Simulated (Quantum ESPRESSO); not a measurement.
# F on fcc sites of Co(0001): a series in the coverage, part 5 of 10

Wanted: a table for F on fcc sites of Co(0001) against the coverage, and what can be fitted to it.

Quantum ESPRESSO 7.5; plane-wave DFT, PBE, GBRV ultrasoft pseudopotentials.

So far. Step 6 (Self-consistent run, 0 ML): The vacuum levels are read from the outermost 0.7 Å of the cell on either side. Step 6 (Self-consistent run, 0 ML): Inside the slab this potential holds the local part of the pseudopotentials, which can be repulsive at the nuclei; only its value in the vacuum has a meaning of its own.

**7. Relaxation with pw.x, 0.1667 ML**

System of this step: Co(0001), 3 layers, 6 sites a cell, 1 F on fcc sites. The cell holds 19 atoms: 18 Co and 1 F. Its edges and angles: a = 7.472 Å, b = 4.981 Å, c = 19.005 Å, α = 90.0°, β = 90.0°, γ = 60.0°. It derives from Co. Vacuum lies along c.

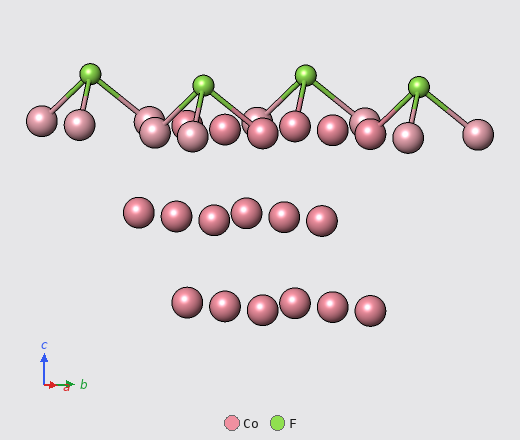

The cell of this step (cobalt pink, fluorine green). Some periodic images of atoms are drawn too.

The input, m1.relax.in:

```
&control
  prefix = 'm1.relax'
  outdir = './out'
  pseudo_dir = './pseudo'
  nstep = 70
  forc_conv_thr = 0.0015
  calculation = 'relax'
/
&system
  ibrav = 0
  nat = 19
  ntyp = 2
  ecutwfc = 40
  ecutrho = 200
  occupations = 'smearing'
  smearing = 'mv'
  degauss = 0.02
  nspin = 2
  starting_magnetization(1) = 0.28
/
&electrons
  conv_thr = 1e-07
  mixing_beta = 0.3
  electron_maxstep = 120
  mixing_mode = 'local-TF'
/
&ions
/
ATOMIC_SPECIES
  Co  58.9332  co_pbe_v1.2.uspp.F.UPF
  F   18.9984  f_pbe_v1.4.uspp.F.UPF
CELL_PARAMETERS angstrom
  7.47224547600000 0.00000000000000 0.00000000000000
  2.49074849200000 4.31410293701956 0.00000000000000
  0.00000000000000 0.00000000000000 19.00516934814567
ATOMIC_POSITIONS crystal
  Co  0.888888888900 0.833333333300 0.364797138053 0 0 0
  Co  0.888888888900 0.333333333300 0.364797138053 0 0 0
  Co  0.222222222200 0.833333333300 0.364797138053 0 0 0
  Co  0.222222222200 0.333333333300 0.364797138053 0 0 0
  Co  0.555555555600 0.833333333300 0.364797138053 0 0 0
  Co  0.555555555600 0.333333333300 0.364797138053 0 0 0
  Co  0.111111111100 0.166666666700 0.470880666937 0 0 0
  Co  0.111111111100 0.666666666700 0.470880666937 0 0 0
  Co  0.444444444500 0.166666666700 0.470880666937 0 0 0
  Co  0.444444444500 0.666666666700 0.470880666937 0 0 0
  Co  0.777777777800 0.166666666700 0.470880666937 0 0 0
  Co  0.777777777800 0.666666666700 0.470880666937 0 0 0
  Co  0.888888888900 0.833333333300 0.576964195822
  Co  0.888888888900 0.333333333300 0.576964195822
  Co  0.222222222200 0.833333333300 0.576964195822
  Co  0.222222222200 0.333333333300 0.576964195822
  Co  0.555555555600 0.833333333300 0.576964195822
  Co  0.555555555600 0.333333333300 0.576964195822
  F   0.000000000000 0.000000000000 0.635202861947
K_POINTS automatic
  4 5 1 0 0 0
```

Command:

```bash
$ OMP_NUM_THREADS=1 mpirun -n 8 pw.x -nk 1 -in m1.relax.in > m1.relax.out
```

Log:

```text
[banner, memory and clock lines left out]
Program PWSCF v.7.5 starts
[...]
number of electrons       =       313.00
     number of Kohn-Sham states=          188
     kinetic-energy cutoff     =      40.0000  Ry
     charge density cutoff     =     200.0000  Ry
[...]
number of k points=    11  Marzari-Vanderbilt smearing, width (Ry)=  0.0200
[...]
Dense  grid:   197443 G-vectors     FFT dimensions: (  64,  45, 162)
[...]
negative rho (up, down):  3.523E-04 2.349E-04
     Starting wfcs are  238 randomized atomic wfcs
[...]
negative rho (up, down):  1.285E-01 8.914E-02
[...]
estimated scf accuracy    <     571.54463534 Ry
     total magnetization       =    32.56 Bohr mag/cell
     absolute magnetization    =    34.70 Bohr mag/cell
[...]
negative rho (up, down):  9.497E-02 6.881E-02
[...]
estimated scf accuracy    <      24.47452668 Ry
     total magnetization       =    41.72 Bohr mag/cell
     absolute magnetization    =    44.50 Bohr mag/cell
[...]
negative rho (up, down):  5.367E-02 3.903E-02
[...]
estimated scf accuracy    <       5.81847388 Ry
     total magnetization       =    38.54 Bohr mag/cell
     absolute magnetization    =    41.76 Bohr mag/cell
[...]
negative rho (up, down):  9.070E-03 5.450E-03
[...]
estimated scf accuracy    <       1.47719168 Ry
     total magnetization       =    34.44 Bohr mag/cell
     absolute magnetization    =    38.05 Bohr mag/cell
[...]
negative rho (up, down):  3.924E-05 1.791E-05
[...]
estimated scf accuracy    <       1.01596948 Ry
     total magnetization       =    33.56 Bohr mag/cell
     absolute magnetization    =    37.36 Bohr mag/cell
[...]
negative rho (up, down):  1.132E-05 1.535E-05
[...]
estimated scf accuracy    <       0.43380817 Ry
     total magnetization       =    32.61 Bohr mag/cell
     absolute magnetization    =    36.42 Bohr mag/cell
[...]
negative rho (up, down):  3.186E-06 4.331E-06
[...]
estimated scf accuracy    <       0.16869555 Ry
     total magnetization       =    31.39 Bohr mag/cell
     absolute magnetization    =    35.05 Bohr mag/cell
[...]
estimated scf accuracy    <       0.16912737 Ry
     total magnetization       =    31.35 Bohr mag/cell
     absolute magnetization    =    34.91 Bohr mag/cell
[...]
estimated scf accuracy    <       0.11712420 Ry
     total magnetization       =    31.30 Bohr mag/cell
     absolute magnetization    =    34.69 Bohr mag/cell
[...]
negative rho (up, down):  3.446E-04 4.550E-04
[...]
estimated scf accuracy    <       0.09155145 Ry
     total magnetization       =    31.37 Bohr mag/cell
     absolute magnetization    =    34.69 Bohr mag/cell
[...]
negative rho (up, down):  5.222E-03 4.792E-03
[...]
estimated scf accuracy    <       0.04335021 Ry
     total magnetization       =    31.68 Bohr mag/cell
     absolute magnetization    =    34.72 Bohr mag/cell
[...]
negative rho (up, down):  9.981E-03 8.957E-03
[...]
estimated scf accuracy    <       0.01734761 Ry
     total magnetization       =    31.58 Bohr mag/cell
     absolute magnetization    =    34.68 Bohr mag/cell
[...]
negative rho (up, down):  1.172E-02 1.048E-02
[...]
estimated scf accuracy    <       0.01534884 Ry
     total magnetization       =    31.57 Bohr mag/cell
     absolute magnetization    =    34.74 Bohr mag/cell
[...]
negative rho (up, down):  1.299E-02 1.161E-02
[...]
estimated scf accuracy    <       0.00782457 Ry
     total magnetization       =    31.59 Bohr mag/cell
     absolute magnetization    =    34.79 Bohr mag/cell
[...]
negative rho (up, down):  1.243E-02 1.115E-02
[...]
estimated scf accuracy    <       0.00300468 Ry
     total magnetization       =    31.61 Bohr mag/cell
     absolute magnetization    =    34.97 Bohr mag/cell
[...]
negative rho (up, down):  9.025E-03 8.147E-03
[...]
estimated scf accuracy    <       0.00150109 Ry
     total magnetization       =    31.60 Bohr mag/cell
     absolute magnetization    =    34.99 Bohr mag/cell
[...]
negative rho (up, down):  4.864E-03 4.161E-03
[...]
estimated scf accuracy    <       0.00081151 Ry
     total magnetization       =    31.58 Bohr mag/cell
     absolute magnetization    =    35.00 Bohr mag/cell
[...]
negative rho (up, down):  3.091E-03 2.508E-03
[...]
estimated scf accuracy    <       0.00030224 Ry
     total magnetization       =    31.59 Bohr mag/cell
     absolute magnetization    =    34.99 Bohr mag/cell
[...]
negative rho (up, down):  2.728E-03 2.251E-03
[...]
estimated scf accuracy    <       0.00015216 Ry
     total magnetization       =    31.60 Bohr mag/cell
     absolute magnetization    =    34.99 Bohr mag/cell
[...]
negative rho (up, down):  1.762E-03 1.513E-03
[...]
estimated scf accuracy    <       0.00008912 Ry
     total magnetization       =    31.60 Bohr mag/cell
     absolute magnetization    =    34.99 Bohr mag/cell
[...]
negative rho (up, down):  8.116E-04 7.425E-04
[...]
estimated scf accuracy    <       0.00005384 Ry
     total magnetization       =    31.60 Bohr mag/cell
     absolute magnetization    =    34.99 Bohr mag/cell
[...]
negative rho (up, down):  5.995E-04 6.178E-04
[...]
estimated scf accuracy    <       0.00002757 Ry
     total magnetization       =    31.60 Bohr mag/cell
     absolute magnetization    =    34.99 Bohr mag/cell
[...]
negative rho (up, down):  3.622E-04 3.095E-04
[...]
estimated scf accuracy    <       0.00001582 Ry
     total magnetization       =    31.60 Bohr mag/cell
     absolute magnetization    =    34.98 Bohr mag/cell
[...]
negative rho (up, down):  4.104E-04 3.017E-04
[...]
estimated scf accuracy    <       0.00001228 Ry
     total magnetization       =    31.60 Bohr mag/cell
     absolute magnetization    =    34.98 Bohr mag/cell
[...]
negative rho (up, down):  2.564E-04 1.865E-04
[...]
estimated scf accuracy    <       0.00000355 Ry
     total magnetization       =    31.60 Bohr mag/cell
     absolute magnetization    =    34.98 Bohr mag/cell
[...]
negative rho (up, down):  3.346E-04 2.573E-04
[...]
estimated scf accuracy    <       0.00000122 Ry
     total magnetization       =    31.59 Bohr mag/cell
     absolute magnetization    =    34.98 Bohr mag/cell
[...]
negative rho (up, down):  2.510E-04 1.749E-04
[...]
estimated scf accuracy    <       0.00000066 Ry
     total magnetization       =    31.59 Bohr mag/cell
     absolute magnetization    =    34.98 Bohr mag/cell
[...]
negative rho (up, down):  2.265E-04 1.524E-04
[...]
estimated scf accuracy    <       0.00000014 Ry
     total magnetization       =    31.59 Bohr mag/cell
     absolute magnetization    =    34.98 Bohr mag/cell
[...]
negative rho (up, down):  1.501E-04 8.361E-05
[...]
the Fermi energy is     2.8505 ev
!    total energy              =   -5420.77115372 Ry
     estimated scf accuracy    <       0.00000008 Ry
     smearing contrib. (-TS)   =       0.00221536 Ry
     internal energy E=F+TS    =   -5420.77336908 Ry
[...]
one-electron contribution =  -33039.81388972 Ry
     hartree contribution      =   16545.03794038 Ry
     xc contribution           =    -597.08035443 Ry
     ewald contribution        =   11671.08293468 Ry
     total magnetization       =    31.59 Bohr mag/cell
     absolute magnetization    =    34.98 Bohr mag/cell
     convergence has been achieved in  29 iterations
     negative rho (up, down):  1.501E-04 8.361E-05
[...]
Total force =     0.282417     Total SCF correction =     0.000688
[...]
negative rho (up, down):  8.412E-04 2.963E-04
[...]
negative rho (up, down):  2.865E-03 2.430E-03
[...]
estimated scf accuracy    <       0.63082597 Ry
     total magnetization       =    31.70 Bohr mag/cell
     absolute magnetization    =    35.04 Bohr mag/cell
[...]
negative rho (up, down):  1.869E-03 1.524E-03
[...]
estimated scf accuracy    <       0.32265003 Ry
     total magnetization       =    31.68 Bohr mag/cell
     absolute magnetization    =    34.97 Bohr mag/cell
[...]
negative rho (up, down):  1.060E-03 8.406E-04
[...]
estimated scf accuracy    <       0.04882864 Ry
     total magnetization       =    31.72 Bohr mag/cell
     absolute magnetization    =    35.05 Bohr mag/cell
[...]
negative rho (up, down):  8.285E-04 6.194E-04
[...]
estimated scf accuracy    <       0.02965388 Ry
     total magnetization       =    31.74 Bohr mag/cell
     absolute magnetization    =    35.07 Bohr mag/cell
[...]
negative rho (up, down):  5.329E-04 3.849E-04
[...]
estimated scf accuracy    <       0.00140427 Ry
     total magnetization       =    31.76 Bohr mag/cell
     absolute magnetization    =    35.09 Bohr mag/cell
[...]
negative rho (up, down):  2.659E-04 1.814E-04
[...]
estimated scf accuracy    <       0.00038538 Ry
     total magnetization       =    31.77 Bohr mag/cell
     absolute magnetization    =    35.10 Bohr mag/cell
[...]
negative rho (up, down):  1.193E-04 7.427E-05
[...]
estimated scf accuracy    <       0.00031274 Ry
     total magnetization       =    31.77 Bohr mag/cell
     absolute magnetization    =    35.10 Bohr mag/cell
[...]
negative rho (up, down):  5.211E-05 2.713E-05
[...]
estimated scf accuracy    <       0.00011230 Ry
     total magnetization       =    31.77 Bohr mag/cell
     absolute magnetization    =    35.10 Bohr mag/cell
[...]
negative rho (up, down):  2.630E-05 9.192E-06
[...]
estimated scf accuracy    <       0.00005099 Ry
     total magnetization       =    31.77 Bohr mag/cell
     absolute magnetization    =    35.11 Bohr mag/cell
[...]
negative rho (up, down):  1.848E-05 4.590E-06
[...]
estimated scf accuracy    <       0.00002001 Ry
     total magnetization       =    31.78 Bohr mag/cell
     absolute magnetization    =    35.11 Bohr mag/cell
[...]
negative rho (up, down):  1.616E-05 3.295E-06
[...]
estimated scf accuracy    <       0.00001773 Ry
     total magnetization       =    31.78 Bohr mag/cell
     absolute magnetization    =    35.11 Bohr mag/cell
[...]
negative rho (up, down):  2.895E-05 8.153E-06
[...]
estimated scf accuracy    <       0.00001379 Ry
     total magnetization       =    31.78 Bohr mag/cell
     absolute magnetization    =    35.11 Bohr mag/cell
[...]
negative rho (up, down):  4.256E-05 1.396E-05
[...]
estimated scf accuracy    <       0.00000433 Ry
     total magnetization       =    31.78 Bohr mag/cell
     absolute magnetization    =    35.12 Bohr mag/cell
[...]
negative rho (up, down):  4.660E-05 1.595E-05
[...]
estimated scf accuracy    <       0.00000260 Ry
     total magnetization       =    31.78 Bohr mag/cell
     absolute magnetization    =    35.12 Bohr mag/cell
[...]
negative rho (up, down):  7.533E-05 3.323E-05
[...]
estimated scf accuracy    <       0.00000148 Ry
     total magnetization       =    31.78 Bohr mag/cell
     absolute magnetization    =    35.12 Bohr mag/cell
[...]
negative rho (up, down):  1.020E-04 5.249E-05
[...]
estimated scf accuracy    <       0.00000061 Ry
     total magnetization       =    31.78 Bohr mag/cell
     absolute magnetization    =    35.12 Bohr mag/cell
[...]
negative rho (up, down):  1.126E-04 6.062E-05
[...]
estimated scf accuracy    <       0.00000029 Ry
     total magnetization       =    31.78 Bohr mag/cell
     absolute magnetization    =    35.12 Bohr mag/cell
[...]
negative rho (up, down):  1.278E-04 7.278E-05
[...]
estimated scf accuracy    <       0.00000014 Ry
     total magnetization       =    31.78 Bohr mag/cell
     absolute magnetization    =    35.12 Bohr mag/cell
[...]
negative rho (up, down):  1.491E-04 9.006E-05
[...]
```

It took 2.1 h on 8 MPI ranks of Arm Neoverse V1, shared host; peak memory 2.7 GiB; 17 h of CPU time.

Step by step:

| step | energy less that of the first step (eV) | largest force (eV/Å) |
| --- | --- | --- |
| 1 | 0.0000 | 5.2173 |
| 2 | -0.6967 | 2.1019 |
| 3 | -0.8365 | 0.9776 |
| 4 | -0.8834 | 0.4207 |
| 5 | -0.9145 | 0.5101 |
| 6 | -0.9418 | 0.4391 |
| 7 | -0.9569 | 0.2437 |
| 8 | -0.9633 | 0.1526 |
| 9 | -0.9648 | 0.0942 |
| 10 | -0.9657 | 0.0832 |
| 11 | -0.9664 | 0.0473 |
| 12 | -0.9666 | 0.0306 |

The atoms that moved most (Å):

| atom | dx | dy | dz | length |
| --- | --- | --- | --- | --- |
| F19 | -0.009 | 0.009 | 0.369 | 0.370 |
| Co16 | 0.023 | -0.017 | -0.080 | 0.085 |
| Co18 | -0.019 | 0.012 | -0.064 | 0.068 |
| Co17 | 0.000 | -0.002 | -0.054 | 0.054 |
| Co14 | 0.004 | 0.037 | 0.016 | 0.041 |
| Co13 | -0.025 | -0.024 | 0.014 | 0.037 |
| Co15 | 0.026 | -0.011 | 0.017 | 0.033 |

The relaxation lowers the energy by 51 meV an atom. On the free atoms the largest force ends at 0.031 eV/Å.

Read from the output:

| Property | Result |
| --- | --- |
| free energy | -73754.3154 eV |
| Fermi energy | 2.651 eV |
| total moment | 31.93 μB |
| absolute moment | 35.24 μB |

(Part 5 of 10 ends here.)

[Logs are printed without paths, hosts, clocks, repeated set-up lines and the standing remarks that a program may print on its own settings, such as how far it seeks lower states.]

[Hosts, paths, dates, database ids (printed as entryN), source tags and the programs' standing remarks are cut or masked in the printed files.]

[Maps of the electrostatic potential energy from Ansatz leave out the sawtooth potential of an applied field or a dipole correction, so their vacuum need not be flat; planar profiles and work functions include it.]
